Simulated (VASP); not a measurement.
# Single-point calculation, with input and output: CaO

The run: single-point calculation of CaO (P1, 2 atoms in the cell). Method and program: DFT, PBEsol, plane waves, PAW (VASP 6.6.1).

The structure was built on a prototype by a generator. It belongs to a series of runs on one base structure; here: strained and displaced.

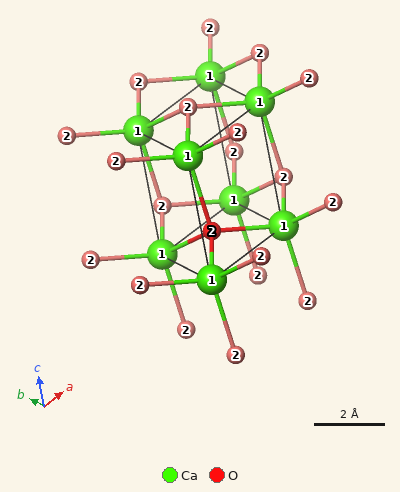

Fig. 1: The structure (ball-and-stick view of the reduced cell, seen slightly off an axis; neighbours outside the cell are drawn fainter; atoms are numbered from 1 in the order of the input). Near neighbours in the crystal (not all of them lie inside the picture): Ca has 4 O at 2.20 to 2.41 Å; O has 4 Ca at 2.20 to 2.41 Å.

## INCAR
```
ENCUT = 520.000000
SIGMA = 0.020000
EDIFF = 1.00e-07
GGA = PS
PREC = Accurate
IBRION = -1
ISIF = 2
ISMEAR = -1
NBANDS = 15
NELM = 120
NSW = 0
LASPH = .TRUE.
LCHARG = .FALSE.
LWAVE = .FALSE.
LREAL = .FALSE.
```

## KPOINTS
```
KPOINTS created by Atomic Simulation Environment
0
Gamma
8 6 8
0 0 0
```

## POSCAR
```
Ca O
 1.0000000000000000
     0.0600000000000000    2.6305999999999998    2.5910000000000002
     2.6932000000000000   -0.0422000000000000    2.6932000000000000
     2.5831000000000000    2.6227000000000000    0.0679000000000000
 Ca  O
   1   1
Cartesian
  0.0437079800000000  0.0165783200000000  0.0349284800000000
  1.3313634599999999  1.3518109999999999  1.3326842000000001
```

Hardware: 1 CPU thread, shared host.

Command:
```bash
mpirun -np 1 vasp_std
```

## OSZICAR
```
N       E                     dE             d eps       ncg     rms          rms(c)
DAV:   1     0.127486231012E+03    0.12749E+03   -0.81099E+03  5888   0.105E+03
DAV:   2    -0.884161450954E+01   -0.13633E+03   -0.12598E+03  7344   0.282E+02
DAV:   3    -0.150939892958E+02   -0.62524E+01   -0.62064E+01  6997   0.623E+01
DAV:   4    -0.153308532920E+02   -0.23686E+00   -0.23669E+00  8630   0.104E+01
DAV:   5    -0.153321880412E+02   -0.13347E-02   -0.13346E-02  7060   0.931E-01    0.926E+00
DAV:   6    -0.130640478133E+02    0.22681E+01   -0.76916E+00  6272   0.242E+01    0.426E+00
DAV:   7    -0.129310324354E+02    0.13302E+00   -0.74818E-01  6654   0.822E+00    0.199E+00
DAV:   8    -0.129007557112E+02    0.30277E-01   -0.13203E-01  7203   0.370E+00    0.437E-01
DAV:   9    -0.128997517860E+02    0.10039E-02   -0.80088E-03  7237   0.760E-01    0.162E-01
DAV:  10    -0.129010743799E+02   -0.13226E-02   -0.11004E-03  6132   0.279E-01    0.479E-02
DAV:  11    -0.129011099149E+02   -0.35535E-04   -0.39977E-04  7042   0.148E-01    0.256E-02
DAV:  12    -0.129011072647E+02    0.26502E-05   -0.43604E-05  7588   0.771E-02    0.482E-03
DAV:  13    -0.129011066796E+02    0.58505E-06   -0.27226E-06  6503   0.199E-02    0.178E-03
DAV:  14    -0.129011068455E+02   -0.16590E-06   -0.68445E-07  6244   0.634E-03    0.797E-04
DAV:  15    -0.129011068647E+02   -0.19161E-07   -0.88172E-08  5970   0.307E-03
   1 F= -.12901107E+02 E0= -.12901107E+02  d E =-.102691E-12
```

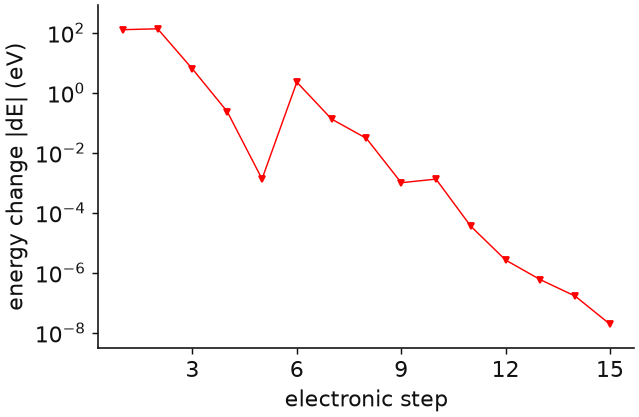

Fig. 2: Convergence of the self-consistent field: energy change |dE| against the electronic step. It takes 15 electronic steps. The density is held fixed in the first few steps, and dE rises again when its update begins.

## Parts of OUTCAR
```
k-points           NKPTS =    196   k-points in BZ     NKDIM =    196   number of bands    NBANDS=     15

   NELECT =      16.0000    total number of electrons

   dimension x,y,z NGX =    28 NGY =   28 NGZ =   28
   dimension x,y,z NGXF=    56 NGYF=   56 NGZF=   56

  energy-cutoff  :      520.00
  volume of cell :       35.98
      direct lattice vectors                 reciprocal lattice vectors
     0.060000000  2.630600000  2.591000000    -0.196399141  0.188272700  0.199349203
     2.693200000 -0.042200000  2.693200000     0.183905236 -0.185904718  0.184487316
     2.583100000  2.622700000  0.067900000     0.199949815  0.189455392 -0.196981221

 k-points in reciprocal lattice and weights: KPOINTS created by Atomic Simulation Env
   0.00000000  0.00000000  0.00000000       0.003
   0.12500000 -0.00000000 -0.00000000       0.005
   0.25000000 -0.00000000 -0.00000000       0.005
   0.37500000 -0.00000000 -0.00000000       0.005
   0.50000000 -0.00000000 -0.00000000       0.003
  -0.00000000  0.16666667  0.00000000       0.005
   0.12500000  0.16666667 -0.00000000       0.005
   0.25000000  0.16666667 -0.00000000       0.005
   0.37500000  0.16666667 -0.00000000       0.005
   0.50000000  0.16666667 -0.00000000       0.005
  -0.37500000  0.16666667  0.00000000       0.005
  -0.25000000  0.16666667  0.00000000       0.005
  -0.12500000  0.16666667  0.00000000       0.005
  -0.00000000  0.33333333  0.00000000       0.005
   0.12500000  0.33333333  0.00000000       0.005
   0.25000000  0.33333333 -0.00000000       0.005
   0.37500000  0.33333333 -0.00000000       0.005
   0.50000000  0.33333333 -0.00000000       0.005
  -0.37500000  0.33333333  0.00000000       0.005
  -0.25000000  0.33333333  0.00000000       0.005
  -0.12500000  0.33333333  0.00000000       0.005
   0.00000000  0.50000000  0.00000000       0.003
   0.12500000  0.50000000  0.00000000       0.005
   0.25000000  0.50000000  0.00000000       0.005
   0.37500000  0.50000000 -0.00000000       0.005
   0.50000000  0.50000000 -0.00000000       0.003
   0.00000000  0.00000000  0.12500000       0.005
   0.12500000 -0.00000000  0.12500000       0.005
   0.25000000 -0.00000000  0.12500000       0.005
   0.37500000 -0.00000000  0.12500000       0.005
   0.50000000 -0.00000000  0.12500000       0.005
  -0.37500000  0.00000000  0.12500000       0.005
  -0.25000000  0.00000000  0.12500000       0.005
  -0.12500000  0.00000000  0.12500000       0.005
  -0.00000000  0.16666667  0.12500000       0.005
   0.12500000  0.16666667  0.12500000       0.005
   0.25000000  0.16666667  0.12500000       0.005
   0.37500000  0.16666667  0.12500000       0.005
   0.50000000  0.16666667  0.12500000       0.005
  -0.37500000  0.16666667  0.12500000       0.005
  -0.25000000  0.16666667  0.12500000       0.005
  -0.12500000  0.16666667  0.12500000       0.005
   0.00000000  0.33333333  0.12500000       0.005
   0.12500000  0.33333333  0.12500000       0.005
   0.25000000  0.33333333  0.12500000       0.005
   0.37500000  0.33333333  0.12500000       0.005
   0.50000000  0.33333333  0.12500000       0.005
  -0.37500000  0.33333333  0.12500000       0.005
  -0.25000000  0.33333333  0.12500000       0.005
  -0.12500000  0.33333333  0.12500000       0.005
   0.00000000  0.50000000  0.12500000       0.005
   0.12500000  0.50000000  0.12500000       0.005
   0.25000000  0.50000000  0.12500000       0.005
   0.37500000  0.50000000  0.12500000       0.005
   0.50000000  0.50000000  0.12500000       0.005
  -0.37500000  0.50000000  0.12500000       0.005
  -0.25000000  0.50000000  0.12500000       0.005
  -0.12500000  0.50000000  0.12500000       0.005
   0.00000000 -0.33333333  0.12500000       0.005
   0.12500000 -0.33333333  0.12500000       0.005
   0.25000000 -0.33333333  0.12500000       0.005
   0.37500000 -0.33333333  0.12500000       0.005
   0.50000000 -0.33333333  0.12500000       0.005
  -0.37500000 -0.33333333  0.12500000       0.005
  -0.25000000 -0.33333333  0.12500000       0.005
  -0.12500000 -0.33333333  0.12500000       0.005
   0.00000000 -0.16666667  0.12500000       0.005
   0.12500000 -0.16666667  0.12500000       0.005
   0.25000000 -0.16666667  0.12500000       0.005
   0.37500000 -0.16666667  0.12500000       0.005
   0.50000000 -0.16666667  0.12500000       0.005
  -0.37500000 -0.16666667  0.12500000       0.005
  -0.25000000 -0.16666667  0.12500000       0.005
  -0.12500000 -0.16666667  0.12500000       0.005
   0.00000000  0.00000000  0.25000000       0.005
   0.12500000  0.00000000  0.25000000       0.005
   0.25000000 -0.00000000  0.25000000       0.005
   0.37500000 -0.00000000  0.25000000       0.005
   0.50000000 -0.00000000  0.25000000       0.005
  -0.37500000  0.00000000  0.25000000       0.005
  -0.25000000  0.00000000  0.25000000       0.005
  -0.12500000  0.00000000  0.25000000       0.005
  -0.00000000  0.16666667  0.25000000       0.005
   0.12500000  0.16666667  0.25000000       0.005
   0.25000000  0.16666667  0.25000000       0.005
   0.37500000  0.16666667  0.25000000       0.005
   0.50000000  0.16666667  0.25000000       0.005
  -0.37500000  0.16666667  0.25000000       0.005
  -0.25000000  0.16666667  0.25000000       0.005
  -0.12500000  0.16666667  0.25000000       0.005
   0.00000000  0.33333333  0.25000000       0.005
   0.12500000  0.33333333  0.25000000       0.005
   0.25000000  0.33333333  0.25000000       0.005
   0.37500000  0.33333333  0.25000000       0.005
   0.50000000  0.33333333  0.25000000       0.005
  -0.37500000  0.33333333  0.25000000       0.005
  -0.25000000  0.33333333  0.25000000       0.005
  -0.12500000  0.33333333  0.25000000       0.005
   0.00000000  0.50000000  0.25000000       0.005
   0.12500000  0.50000000  0.25000000       0.005
   0.25000000  0.50000000  0.25000000       0.005
   0.37500000  0.50000000  0.25000000       0.005
   0.50000000  0.50000000  0.25000000       0.005
  -0.37500000  0.50000000  0.25000000       0.005
  -0.25000000  0.50000000  0.25000000       0.005
  -0.12500000  0.50000000  0.25000000       0.005
   0.00000000 -0.33333333  0.25000000       0.005
   0.12500000 -0.33333333  0.25000000       0.005
   0.25000000 -0.33333333  0.25000000       0.005
   0.37500000 -0.33333333  0.25000000       0.005
   0.50000000 -0.33333333  0.25000000       0.005
  -0.37500000 -0.33333333  0.25000000       0.005
  -0.25000000 -0.33333333  0.25000000       0.005
  -0.12500000 -0.33333333  0.25000000       0.005
   0.00000000 -0.16666667  0.25000000       0.005
   0.12500000 -0.16666667  0.25000000       0.005
   0.25000000 -0.16666667  0.25000000       0.005
   0.37500000 -0.16666667  0.25000000       0.005
   0.50000000 -0.16666667  0.25000000       0.005
  -0.37500000 -0.16666667  0.25000000       0.005
  -0.25000000 -0.16666667  0.25000000       0.005
  -0.12500000 -0.16666667  0.25000000       0.005
  -0.00000000  0.00000000  0.37500000       0.005
   0.12500000  0.00000000  0.37500000       0.005
   0.25000000  0.00000000  0.37500000       0.005
   0.37500000  0.00000000  0.37500000       0.005
   0.50000000 -0.00000000  0.37500000       0.005
  -0.37500000  0.00000000  0.37500000       0.005
  -0.25000000  0.00000000  0.37500000       0.005
  -0.12500000  0.00000000  0.37500000       0.005
  -0.00000000  0.16666667  0.37500000       0.005
   0.12500000  0.16666667  0.37500000       0.005
   0.25000000  0.16666667  0.37500000       0.005
   0.37500000  0.16666667  0.37500000       0.005
   0.50000000  0.16666667  0.37500000       0.005
  -0.37500000  0.16666667  0.37500000       0.005
  -0.25000000  0.16666667  0.37500000       0.005
  -0.12500000  0.16666667  0.37500000       0.005
  -0.00000000  0.33333333  0.37500000       0.005
   0.12500000  0.33333333  0.37500000       0.005
   0.25000000  0.33333333  0.37500000       0.005
   0.37500000  0.33333333  0.37500000       0.005
   0.50000000  0.33333333  0.37500000       0.005
  -0.37500000  0.33333333  0.37500000       0.005
  -0.25000000  0.33333333  0.37500000       0.005
  -0.12500000  0.33333333  0.37500000       0.005
   0.00000000  0.50000000  0.37500000       0.005
   0.12500000  0.50000000  0.37500000       0.005
   0.25000000  0.50000000  0.37500000       0.005
   0.37500000  0.50000000  0.37500000       0.005
   0.50000000  0.50000000  0.37500000       0.005
  -0.37500000  0.50000000  0.37500000       0.005
  -0.25000000  0.50000000  0.37500000       0.005
  -0.12500000  0.50000000  0.37500000       0.005
  -0.00000000 -0.33333333  0.37500000       0.005
   0.12500000 -0.33333333  0.37500000       0.005
   0.25000000 -0.33333333  0.37500000       0.005
   0.37500000 -0.33333333  0.37500000       0.005
   0.50000000 -0.33333333  0.37500000       0.005
  -0.37500000 -0.33333333  0.37500000       0.005
  -0.25000000 -0.33333333  0.37500000       0.005
  -0.12500000 -0.33333333  0.37500000       0.005
   0.00000000 -0.16666667  0.37500000       0.005
   0.12500000 -0.16666667  0.37500000       0.005
   0.25000000 -0.16666667  0.37500000       0.005
   0.37500000 -0.16666667  0.37500000       0.005
   0.50000000 -0.16666667  0.37500000       0.005
  -0.37500000 -0.16666667  0.37500000       0.005
  -0.25000000 -0.16666667  0.37500000       0.005
  -0.12500000 -0.16666667  0.37500000       0.005
   0.00000000  0.00000000  0.50000000       0.003
   0.12500000  0.00000000  0.50000000       0.005
   0.25000000  0.00000000  0.50000000       0.005
   0.37500000  0.00000000  0.50000000       0.005
   0.50000000 -0.00000000  0.50000000       0.003
  -0.00000000  0.16666667  0.50000000       0.005
   0.12500000  0.16666667  0.50000000       0.005
   0.25000000  0.16666667  0.50000000       0.005
   0.37500000  0.16666667  0.50000000       0.005
   0.50000000  0.16666667  0.50000000       0.005
  -0.37500000  0.16666667  0.50000000       0.005
  -0.25000000  0.16666667  0.50000000       0.005
  -0.12500000  0.16666667  0.50000000       0.005
   0.00000000  0.33333333  0.50000000       0.005
   0.12500000  0.33333333  0.50000000       0.005
   0.25000000  0.33333333  0.50000000       0.005
   0.37500000  0.33333333  0.50000000       0.005
   0.50000000  0.33333333  0.50000000       0.005
  -0.37500000  0.33333333  0.50000000       0.005
  -0.25000000  0.33333333  0.50000000       0.005
  -0.12500000  0.33333333  0.50000000       0.005
   0.00000000  0.50000000  0.50000000       0.003
   0.12500000  0.50000000  0.50000000       0.005
   0.25000000  0.50000000  0.50000000       0.005
   0.37500000  0.50000000  0.50000000       0.005
   0.50000000  0.50000000  0.50000000       0.003

 E-fermi :   0.8149

 k-point     1 :       0.0000    0.0000    0.0000
  band No.  band energies     occupation
      1     -36.6960      2.00000
      2     -17.7632      2.00000
      3     -17.7161      2.00000
      4     -17.7103      2.00000
      5     -14.3907      2.00000
      6      -0.4140      2.00000
      7      -0.3632      2.00000
      8      -0.2963      2.00000
      9       3.3969      0.00000
     10       8.1424      0.00000
     11       8.2745      0.00000
     12       9.4338      0.00000
     13       9.8940      0.00000
     14      10.1599      0.00000
     15      15.9216      0.00000

 k-point     2 :       0.1250   -0.0000   -0.0000
  band No.  band energies     occupation
      1     -36.6886      2.00000
      2     -17.8635      2.00000
      3     -17.7514      2.00000
      4     -17.7235      2.00000
      5     -14.2614      2.00000
      6      -0.5210      2.00000
      7      -0.3546      2.00000
      8      -0.2833      2.00000
      9       3.9477      0.00000
     10       7.9728      0.00000
     11       8.0102      0.00000
     12       9.5535      0.00000
     13       9.8974      0.00000
     14      10.1684      0.00000
     15      15.1145      0.00000

 k-point     3 :       0.2500   -0.0000   -0.0000
  band No.  band energies     occupation
      1     -36.6705      2.00000
      2     -18.1419      2.00000
      3     -17.7703      2.00000
      4     -17.7479      2.00000
      5     -13.9938      2.00000
      6      -0.7253      2.00000
      7      -0.2532      2.00000
      8      -0.1683      2.00000
      9       5.0414      0.00000
     10       7.7270      0.00000
     11       7.8344      0.00000
     12       9.2004      0.00000
     13       9.9002      0.00000
     14      10.2344      0.00000
     15      13.1431      0.00000

 k-point     4 :       0.3750   -0.0000   -0.0000
  band No.  band energies     occupation
      1     -36.6524      2.00000
      2     -18.3860      2.00000
      3     -17.7873      2.00000
      4     -17.7709      2.00000
      5     -13.7744      2.00000
      6      -0.7166      2.00000
      7      -0.1746      2.00000
      8      -0.0558      2.00000
      9       5.8674      0.00000
     10       7.7684      0.00000
     11       7.9675      0.00000
     12       8.6399      0.00000
     13       9.6110      0.00000
     14      10.0073      0.00000
     15      12.3362      0.00000

 k-point     5 :       0.5000   -0.0000   -0.0000
  band No.  band energies     occupation
      1     -36.6448      2.00000
      2     -18.4792      2.00000
      3     -17.7949      2.00000
      4     -17.7797      2.00000
      5     -13.6949      2.00000
      6      -0.6600      2.00000
      7      -0.1476      2.00000
      8      -0.0131      2.00000
      9       6.1389      0.00000
     10       7.8918      0.00000
     11       8.1292      0.00000
     12       8.3093      0.00000
     13       9.3315      0.00000
     14       9.7876      0.00000
     15      12.4521      0.00000

 [... the levels of 190 k-points are left out ...]

 k-point   196 :       0.5000    0.5000    0.5000
  band No.  band energies     occupation
      1     -36.6538      2.00000
      2     -18.4301      2.00000
      3     -17.7855      2.00000
      4     -17.7669      2.00000
      5     -13.7099      2.00000
      6      -0.7893      2.00000
      7      -0.1641      2.00000
      8       0.0471      2.00000
      9       6.2275      0.00000
     10       7.9626      0.00000
     11       8.1507      0.00000
     12       8.2668      0.00000
     13       9.3172      0.00000
     14       9.8055      0.00000
     15      11.8936      0.00000

  Total       -0.2784562     -0.3606339     -0.2757975      0.3313936      0.2873117     -0.9309070
  in kB      -12.3997739    -16.0591798    -12.2813793     14.7570978     12.7941131    -41.4536812
  external PRESSURE =     -13.5801110 kB  Pullay stress =       0.0000000 kB

 POSITION                                       TOTAL-FORCE (eV/Angst)
 -----------------------------------------------------------------------------------
      0.04371      0.01658      0.03493        -0.216738      0.443035     -0.216506
      1.33136      1.35181      1.33268         0.216738     -0.443035      0.216506
 -----------------------------------------------------------------------------------
    total drift:                               -0.000045     -0.000146      0.000007

  FREE ENERGIE OF THE ION-ELECTRON SYSTEM (eV)
  ---------------------------------------------------
  free  energy   TOTEN  =       -12.9011068647 eV

  energy  without entropy=      -12.9011068647  energy(sigma->0) =      -12.90110686
```

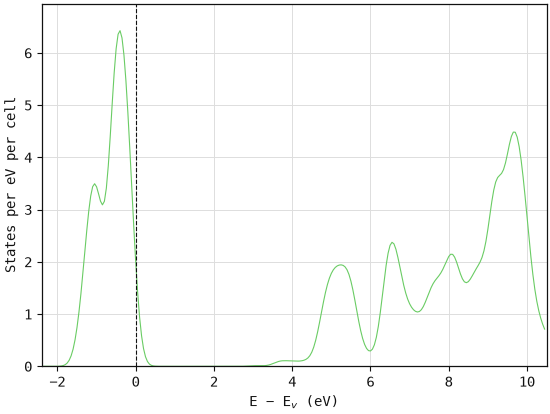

Fig. 3: Density of states (the curve is built from the levels of the k mesh with Gaussians 0.4 eV wide, which also blur the band edges), with energies from the valence-band top. There is a gap of 3.08 eV on the k-point mesh. Small ripples come from the finite k-point mesh.

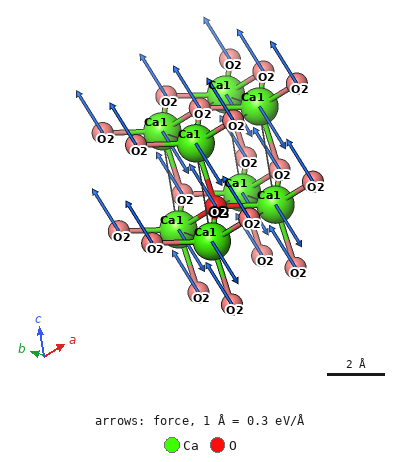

Fig. 4: Forces on the atoms as blue arrows (ball-and-stick view of the reduced cell, seen slightly off an axis; neighbours outside the cell are drawn fainter; atoms are numbered from 1 in the order of the input). The largest act on Ca1 (0.54 eV/Å); O2 (0.54 eV/Å). The geometry is not a stationary point of this energy.

## Results in brief

| quantity | value |
| --- | --- |
| outcome | converged |
| space group (tolerance 0.01 Å) | P1 (1) |
| electrons treated | 16 |
| free energy | −12.9011 eV |
| Fermi energy | 0.815 eV |
| band gap | 3.08 eV |
| pressure | −1.36 GPa |
| largest force (length of the vector) | 0.539 eV/Å |
| wall time | 44 s |
| peak memory | 0.24 GiB |
